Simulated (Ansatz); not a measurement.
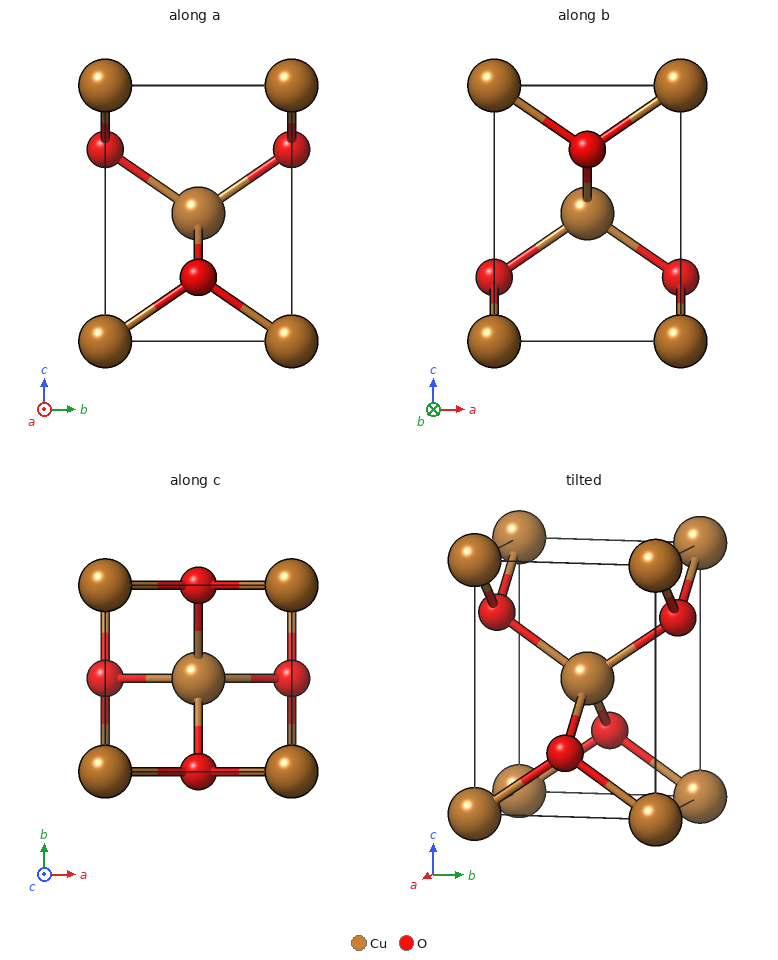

This ball-and-stick model is shown along the a axis, along the b axis, along the c axis and slightly off an axis. Atoms at the boundary of the conventional unit cell (the box) are drawn once for each face, edge or corner they touch.

Lattice parameters: a = 3.295 Å, b = 3.295 Å, c = 4.524 Å, α = 90.00°, β = 90.00°, γ = 90.00°.

Q: Write down what is shown as a table of Wyckoff sites.

A: Space group I-4m2 (No. 119).
| atom | site | x | y | z |
| --- | --- | --- | --- | --- |
| Cu | 2a | 0.0000 | 0.0000 | 0.0000 |
| O | 2c | 0.5000 | 0.0000 | 0.7500 |

Provenance: a structure type filled with these elements by a generator (whether the compound takes this form wasn't checked). The cell was then strained or its atoms displaced on purpose. It was run through Ansatz as a DFT input.

At this level of theory the cell isn't at rest (stretched, at -7 GPa), so its distances can differ from those at equilibrium, the more so the softer the solid.
